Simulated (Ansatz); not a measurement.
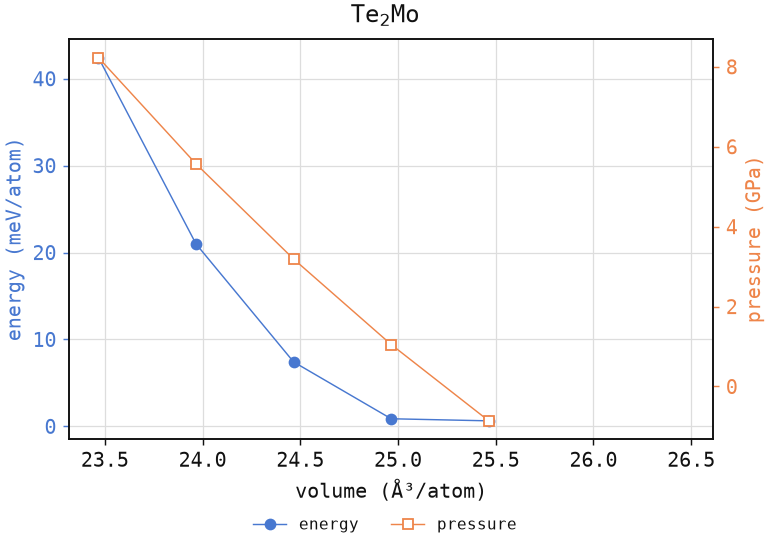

Plotted: energy and pressure against volume for Te₂Mo, space group P6_3/mmc (No. 194).

The given structure:
```
Te Mo
1.0
     3.51820    0.00000    0.00000
    -1.75910    3.04685    0.00000
     0.00000    0.00000   13.97360
Te Mo
4 2
Direct
  0.66667 0.33333 0.37900
  0.33333 0.66667 0.87900
  0.66667 0.33333 0.12100
  0.33333 0.66667 0.62100
  0.66667 0.33333 0.75000
  0.33333 0.66667 0.25000
```

Calculation (Ansatz 0.2.0): plane-wave DFT, no spin polarisation; energies at scaled volumes of the given cell, shape and fractions fixed, counted from the fit's minimum, third-order Birch-Murnaghan fit. Level: BLYP with D3(BJ).

k mesh 9×9×2; occupations Fermi–Dirac; smearing width 0.05 eV; potentials Ansatz PAW; wave cutoff 420 eV; density cutoff 1680 eV.

The points at volume 25.96 Å³/atom and 26.46 Å³/atom are left out of the plot. What values does the calculation give there?

| volume (Å³/atom) | energy (meV/atom) | pressure (GPa) |
| --- | --- | --- |
| 25.96 | 6.04 | −2.58 |
| 26.46 | 16.51 | −4.11 |

Note: the functional was run on potentials made for another functional; shape and atomic fractions are frozen while scaling, which makes layered, chain and framework solids too stiff.
